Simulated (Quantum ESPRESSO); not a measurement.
**A series of single points on Cu**

System: Cu (1 atom in the cell).
Method: Kohn-Sham DFT of a periodic cell, r2SCAN, SG15 PBE 1.2, no spin polarisation (Quantum ESPRESSO 7.5).

The 7 runs differ only in the geometry, by an even scaling of the cell at fixed fractional positions. The structure derives from a Materials Project entry.

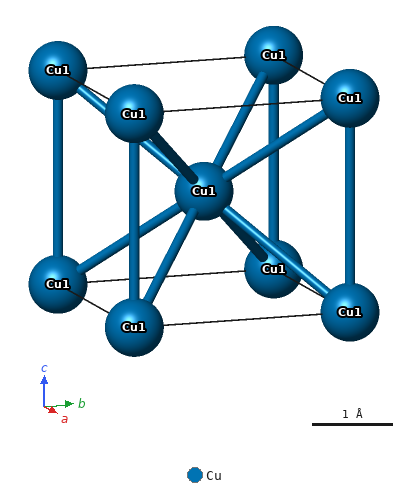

Figure 1. The structure of run 4 (ball-and-stick view of the cell 2 times as large as that of the calculation, set on its symmetry axes, seen slightly off an axis; atoms are numbered from 1 in the order of the input). An atom can appear more than once, as a periodic image.

## Input of run 4
```
&CONTROL
  calculation = 'scf'
  prefix = 'pwscf'
  outdir = './tmp'
  pseudo_dir = './pseudo'
  tprnfor = .true.
  tstress = .true.
  disk_io = 'nowf'
/
&SYSTEM
  ibrav = 0
  nat = 1
  ntyp = 1
  ecutwfc = 88
  nbnd = 16
  input_dft = 'r2scan'
  occupations = 'smearing'
  smearing = 'fd'
  degauss = 0.00367493
  nosym = .true.
  nr1 = 32
  nr2 = 32
  nr3 = 32
/
&ELECTRONS
  conv_thr = 1d-08
  electron_maxstep = 120
  mixing_beta = 0.5
/
ATOMIC_SPECIES
Cu    63.5460 Cu_ONCV_PBE-1.2.upf
CELL_PARAMETERS angstrom
  -1.4427933200    1.4427933200    1.3760814500
   1.4427933200   -1.4427933200    1.3760814500
   1.4427933200    1.4427933200   -1.3760814500
ATOMIC_POSITIONS crystal
Cu     0.0000000000    0.0000000000    0.0000000000
K_POINTS automatic
8 8 8 0 0 0
```

Command:
```bash
OMP_NUM_THREADS=1 mpirun -n 2 pw.x -nk 2 -in pw.in > pw.out
```

Lattice vectors (Å) and fractional positions of run 4:
```
  -1.442793    1.442793    1.376081
   1.442793   -1.442793    1.376081
   1.442793    1.442793   -1.376081
Cu  0.000000  0.000000  0.000000
```

Run 6 differs from it as follows:
```diff
-  -1.4427933200    1.4427933200    1.3760814500
-   1.4427933200   -1.4427933200    1.3760814500
-   1.4427933200    1.4427933200   -1.3760814500
+  -1.4617796199    1.4617796199    1.3941898615
+   1.4617796199   -1.4617796199    1.3941898615
+   1.4617796199    1.4617796199   -1.3941898615
```

## Results, with one run withheld

```csv
run,volume per atom (Å³),"free energy per atom, from the lowest run given (meV)",pressure (GPa)
1,10.771,30.30,13.03
2,11.000,14.60,8.71
3,11.229,4.74,4.86
4,11.458,0.07,1.44
5,11.687,0.00,−1.59
6,11.916,?,?
7,12.146,11.69,−6.67
```

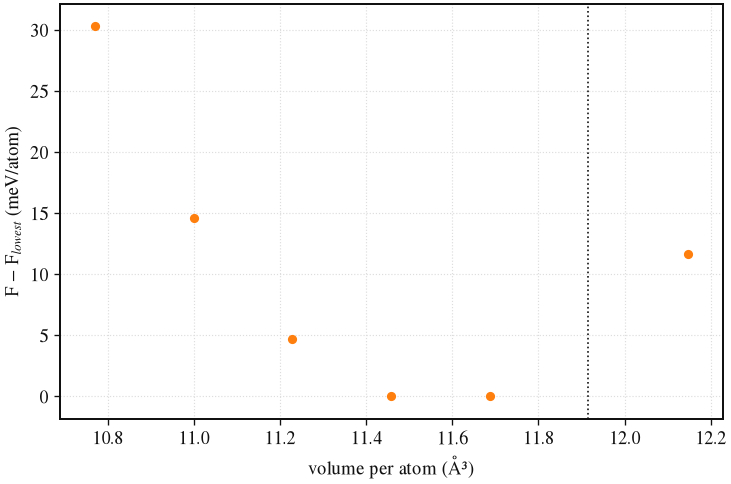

Figure 2. Free energy per atom of the runs given; the dotted line marks run 6.

What should run 6 give?

A cubic polynomial in V^(−2/3) (the Birch–Murnaghan form), fitted to the 6 runs given, misses them by under 0.01 meV per atom. With x = V^(−2/3) − 0.19780 Å⁻², it reads F = 1.3374 + 1559.1 x + 3.3152e+05 x² + 8.598e+05 x³ (meV per atom). At run 6 it gives 4.01 meV per atom, and the run itself gives 4.03. The slope of the fit gives a pressure −dF/dV of −4.13 GPa there, and the run prints −4.30 GPa. The two needn't agree exactly: the fit is approximate, and the printed stress is taken on a finite basis. The fit has its minimum at 11.575 Å³ per atom, where V d²F/dV² gives 153 GPa. Cell shape and fractional positions are held, so this is the stiffness under even scaling; the relaxed bulk modulus wasn't computed.

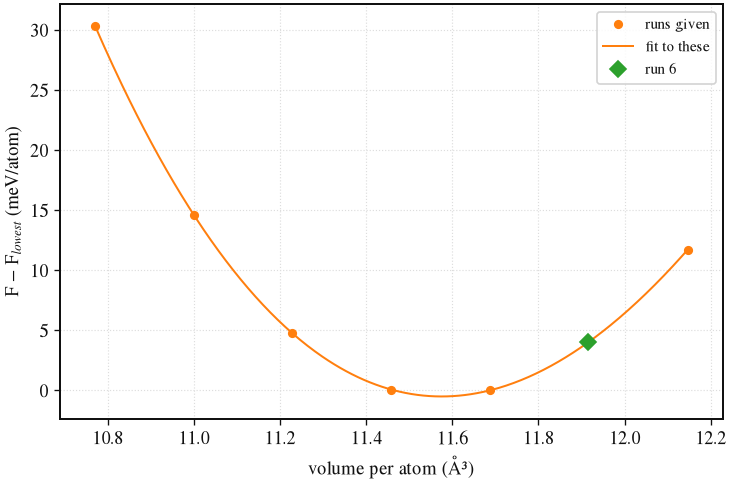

Figure 3. The fit and the withheld run.

## Some lines of the output (run 6)
```
[...]
     number of k points=   260  Fermi-Dirac smearing, width (Ry)=  0.0037
     total energy              =    -365.21320415 Ry
     total energy              =    -365.23887808 Ry
     total energy              =    -365.24150786 Ry
     total energy              =    -365.24188386 Ry
     total energy              =    -365.24200199 Ry
     total energy              =    -365.24200676 Ry
     total energy              =    -365.24200714 Ry
     total energy              =    -365.24200718 Ry
     the Fermi energy is    17.2444 ev
!    total energy              =    -365.24200719 Ry
     The total energy is F=E-TS. E is the sum of the following terms:
     Computing stress (Cartesian axis) and pressure
          total   stress  (Ry/bohr**3)                   (kbar)     P=      -42.99
```

Notes: Further notes kept with the run: potentials made for another functional. Points of doubt noted for this run: coarse mesh; potentials made for another functional.
